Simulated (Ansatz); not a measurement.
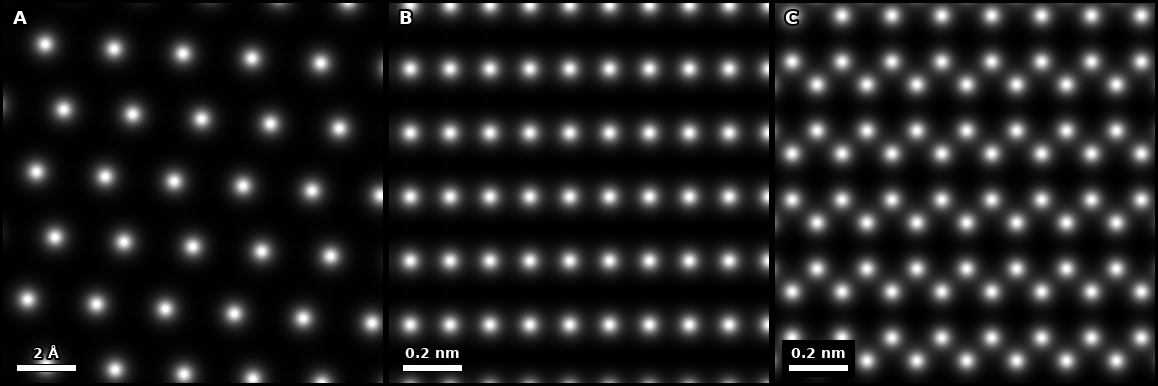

Three views of Rh (P6_3/mmc, No. 194) along different zone axes. Computed as the sum of neutral-atom potentials (tabulated electron scattering factors, B = 0.5 Å²) projected along the beam and smoothed by 0.25 Å; brighter is more positive. Atomic positions: the end point of a relaxation at fixed volume with DFT r2SCAN, scalar-relativistic, plane waves, PAW in Ansatz; the starting structure was generated, so it need not be a known form of this composition.

```
Rh
1.0
     2.72745    0.00000    0.00000
    -1.36372    2.36204    0.00000
     0.00000    0.00000    4.37758
Rh
2
Direct
  0.33333 0.66667 0.75000
  0.66667 0.33333 0.25000
```

Match the panels to the zone axes [100], [201] and [210].

A is [100]: projected cell 2.36 × 4.38 Å, 90°, plane group p2mg. B is [210]: projected cell 1.36 × 2.19 Å, 90°, plane group p2mm. C is [201]: projected cell 1.71 × 2.51 Å, 110°, plane group c2mm.
